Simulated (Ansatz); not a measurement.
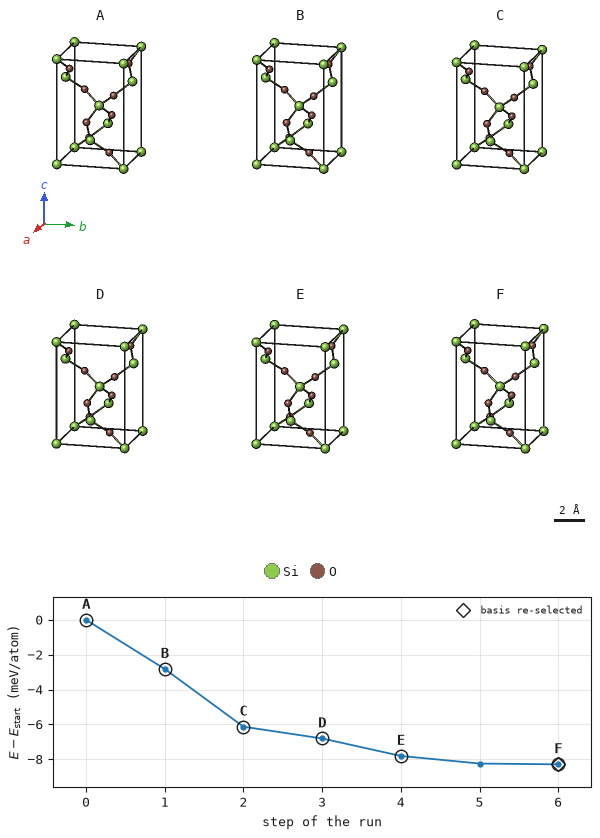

Frames of a relaxation of a crystal of SiO$_{2}$ (set up in I-42d), marked on the history of the run. The picture is a ball-and-stick view of the conventional cell (2 times the calculation's cell), seen slightly off an axis. Lengths and directions refer to the drawn axes.

Case: relaxed ecut: 650 eV.

Method: DFT LDA, scalar-relativistic, plane waves, PAW (Ansatz 0.2.0).

The input:
```yaml
crystal:
  lattice:
    - [-2.37405, 2.37405, 3.744]
    - [2.37405, -2.37405, 3.744]
    - [2.37405, 2.37405, -3.744]
  atoms:
    - { symbol: Si, position: [0.0, 0.0, 0.0] }
    - { symbol: Si, position: [0.75, 0.25, 0.5] }
    - { symbol: O, position: [0.99838, 0.625, 0.87338] }
    - { symbol: O, position: [0.375, 0.24838, 0.37338] }
    - { symbol: O, position: [0.75162, 0.125, 0.12662] }
    - { symbol: O, position: [0.875, 0.00162, 0.62662] }
basis:
  ecutwfc: 650
kpoints:
  mp_grid: { grid: [8, 8, 8] }
hamiltonian:
  xc: lda
scf:
  occupations: { method: gaussian, width: 0.02 }
output:
  forces: true
  stress: true
  eigenvalues: true
relax:
  adjacent_minimum: "off"
  f_tol: 0.01
  max_steps: 60
  cell: { stress_tol: 0.05 }
```

Launched with:
```bash
ansatz run input.yaml --threads 1 --pin off --max-ram 2560MiB --backend cpu --events-out ev --progress --plain --runs-dir out
```

Q: What happens along the run?

A: The largest moves relative to the cell, 0.11 Å, are those of O3, O4, O5 and O6. O5 goes along +b. Si stays in place. The drawn cell changes as follows: a = b 4.748 → 4.922 Å (+3.7 %), c 7.488 → 7.280 Å (−2.8 %); the volume changes by +4.5 %. Among the contacts that change: Si1–O3 1.621 → 1.608 Å. Among the angles between lasting bonds that change: Si1–O6–Si2 137.6° → 144.3°. The space group stays I-42d (No. 122). After 5 accepted moves (6 points after the start) the energy has fallen by 8.3 meV per atom. The largest force component goes from 0.29 to 0.0042 eV/Å. The pressure goes from −2.93 to 0.01 GPa. The SCF was repeated once at an unchanged geometry on a basis and grid sized afresh for the cell, which shifted the energy by less than 0.05 meV per atom at most. Cost: 4.2 min on 1 thread of Intel(R) Xeon(R) Processor @ 2.50GHz (Skylake/Cascade Lake), on a shared host, peak memory 0.49 GiB. From step 0 to 1: volume −0.4 %, energy −2.8 meV per atom. From step 1 to 2: O atoms move most (0.03 Å), volume +0.2 %, energy −3.3 meV per atom. From step 2 to 3: O atoms move most (0.02 Å), volume +0.9 %, energy −0.7 meV per atom. From step 3 to 4: O atoms move most (0.04 Å), volume +2.3 %, energy −1.0 meV per atom. From step 4 to 6: O atoms move most (0.03 Å), volume +1.4 %, energy −0.5 meV per atom.
